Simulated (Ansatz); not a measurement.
ZrSe$_{2}$

The calculation's input:

```
crystal:
  lattice:
    - [3.8360375394, 0.0, 0.0]
    - [-1.9180187697, 3.322105959, 0.0]
    - [0.0, 0.0, 6.8911987082]
  atoms:
    - { symbol: Zr, position: [0.0, 0.0, 0.0] }
    - { symbol: Se, position: [0.3333333333, 0.6666666667, 0.2320013271] }
    - { symbol: Se, position: [0.6666666667, 0.3333333333, 0.7679986729] }
basis:
  ecutwfc: 420
kpoints:
  mp_grid: { grid: [12, 12, 6] }
hamiltonian:
  xc: pbe
scf:
  occupations: { method: gaussian, width: 0.02 }
output:
  forces: true
  stress: true
  eigenvalues: true
  write_density: true
  write_potential: true
  elf: true
  volumetric_format: npy
relax:
  adjacent_minimum: "off"
  f_tol: 0.01
  max_steps: 30
  cell: { stress_tol: 0.1, fix: [volume] }
```

Command:

```sh
ansatz run input.yaml --threads 1 --pin off --max-ram 2560MiB --backend cpu --events-out ev --progress --plain --runs-dir out
```

Below, planes, directions and counts refer to the conventional cell (a = 3.80 Å, b = 3.80 Å, c = 7.02 Å, α = 90.00°, β = 90.00°, γ = 120.00°).

The fields are those of the relaxed geometry.

Space group P-3m1; a structure generated by program, which may or may not match a known phase; changed on purpose from its base cell (volume × 1.03, shape and atoms relaxed).

The calculation used DFT PBE, scalar-relativistic, plane waves, PAW (Ansatz 0.2.0).

Core electrons are frozen (PAW), and the valence fields are smoothed inside the atomic spheres.

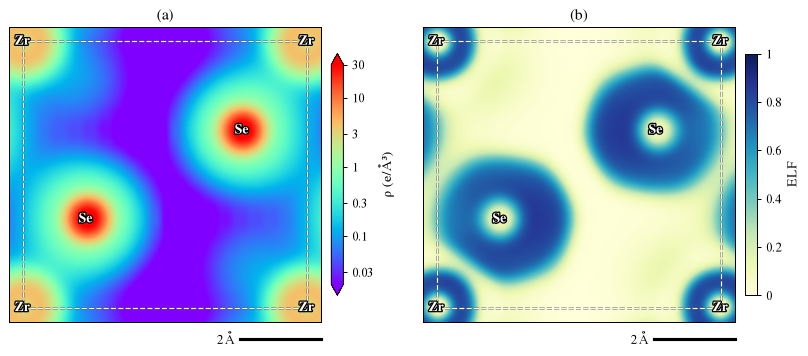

Figure 1. (a) valence pseudo-density; (b) ELF on the (110) plane of the conventional cell.

> Read the bonding off the picture.

- Atoms in the plane: Zr and Se.
- Zr–Se (2.70 Å): ρ is about 0.39 e/Å³ halfway; the ELF is about 0.45 at the midpoint.
- Between the atoms the lowest density in this plane is 0.004 e/Å³.
- The features right at Zr lie inside the PAW spheres, where the map follows smoothed inner orbitals and isn't to be read closely.

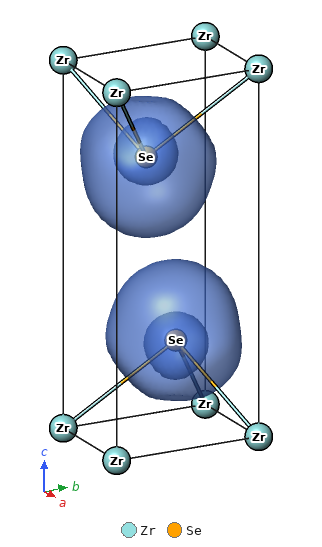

Figure 2. Isosurface of the electron localisation function at 0.7 (blue), seen slightly off an axis. Only the valence region is drawn (cores and ρ < 0.01 e/Å³ removed). Sticks mark near contacts.

> Identify the bonds, lone pairs and shells in this picture.

The surface consists of two regions wrapped around Se (the valence shell of each), counted in one cell of 3 atoms. Any copies at cell faces, edges or corners count once.

> Does the calculation give a band gap?

It is gapped, with a Kohn–Sham gap of 0.43 eV on the k-point mesh, an upper bound to the gap of this method.
